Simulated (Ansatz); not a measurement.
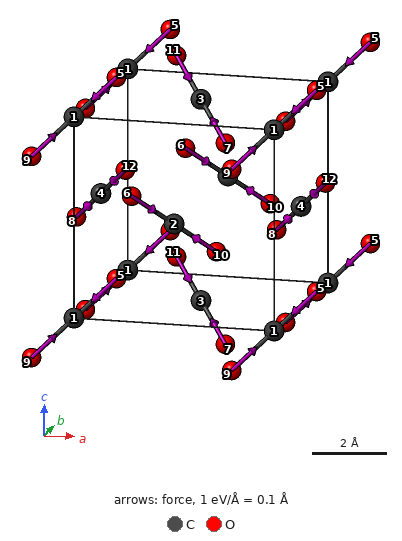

Starting geometry of solid CO2 (set up in Pa-3) with the computed forces as purple arrows. A ball-and-stick model of the cell of the calculation, seen slightly off an axis.

Method: DFT, PBE, plane-wave PAW, default files, scalar-relativistic, frozen cores (Ansatz).

The input:
```yaml
crystal:
  lattice:
    - [5.62, 0.0, 0.0]
    - [0.0, 5.62, 0.0]
    - [0.0, 0.0, 5.62]
  atoms:
    - { symbol: C, position: [0.0, 0.0, 0.0] }
    - { symbol: C, position: [0.5, 0.0, 0.5] }
    - { symbol: C, position: [0.5, 0.5, 0.0] }
    - { symbol: C, position: [0.0, 0.5, 0.5] }
    - { symbol: O, position: [0.167, 0.167, 0.167] }
    - { symbol: O, position: [0.333, 0.833, 0.667] }
    - { symbol: O, position: [0.667, 0.333, 0.833] }
    - { symbol: O, position: [0.833, 0.667, 0.333] }
    - { symbol: O, position: [0.833, 0.833, 0.833] }
    - { symbol: O, position: [0.667, 0.167, 0.333] }
    - { symbol: O, position: [0.333, 0.667, 0.167] }
    - { symbol: O, position: [0.167, 0.333, 0.667] }
kpoints:
  mp_grid: { grid: [4, 4, 4] }
scf:
  occupations: { method: fermi_dirac, width: 0.02 }
hamiltonian:
  xc: pbe
  pseudopotentials: { kind: paw, frozen_core: stored }
output:
  forces: true
  stress: true
  populations: true
  efg: { quadrupole_moments_barn: { O: -0.02558 } }
relax:
  f_tol: 0.02
  max_steps: 60
```

Run as
```bash
ansatz run input.yaml --threads 1 --pin off --max-ram 3072MiB --backend cpu --events-out ev --progress --plain --runs-dir out
```

Is this structure relaxed? If not, where do the atoms go?

Answer. It isn't relaxed: the largest force vector, on O atoms, is 9.97 eV/Å. The atoms end up moving mostly along the starting forces (cosine between the two patterns 1.00). The largest moves, 0.46 Å, are those of 8 atoms (O5, O6, O7, O8 and others). O5 goes along [−1 −1 −1]. C stays in place. The cell stays as it was. Some distances before and after: C1–O5 1.626 → 1.168 Å. The space group stays Pa-3 (No. 205). Over 4 accepted moves (6 points after the start) the energy falls by 2762 meV per atom. The largest force component goes from 5.8 to 0.011 eV/Å. The line search rejected the trial step at point 3 of the run. 1 step only repeated the SCF at the same geometry. The run took 20 s on 1 thread of Intel(R) Xeon(R) Platinum 8488C (Sapphire Rapids), with other jobs on the host, peak memory 0.46 GiB.
